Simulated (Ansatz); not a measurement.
Structure data:

```
Pt Se
1.0
     3.76100    0.00000    0.00000
    -1.88050    3.25712    0.00000
     0.00000    0.00000    4.86394
Pt Se
1 2
Direct
  0.00000 0.00000 0.00000
  0.33333 0.66667 0.73940
  0.66667 0.33333 0.26060
```

What crystal do these data define?

Answer. The stoichiometry is PtSe$_{2}$. The atoms follow space group P-3m1 (No. 164); the Bravais lattice is primitive hexagonal. The prototype is cadmium iodide (CdI₂, 1T) type. In the cell are 1 Pt, 2 Se, which makes 1 formula unit. Pt is linked to six Se in a distorted octahedral arrangement at 2.51 Å. About every Se there are three Pt in a trigonal pyramidal arrangement at 2.51 Å. The bonds build PtSe2 layers parallel to (001).

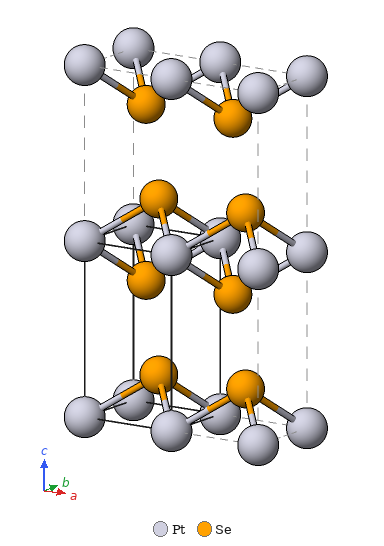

Ball-and-stick representation of a periodic structure, projected slightly off an axis. Solid lines give the conventional unit cell, repeated here 2×1×2 times. Colours: platinum light grey, selenium orange.

Origin of the cell: a structure listed in the Materials Project. The picture shows the end point of a geometry optimisation with Ansatz 0.2.0, DFT, PBEsol, plane waves, PAW.
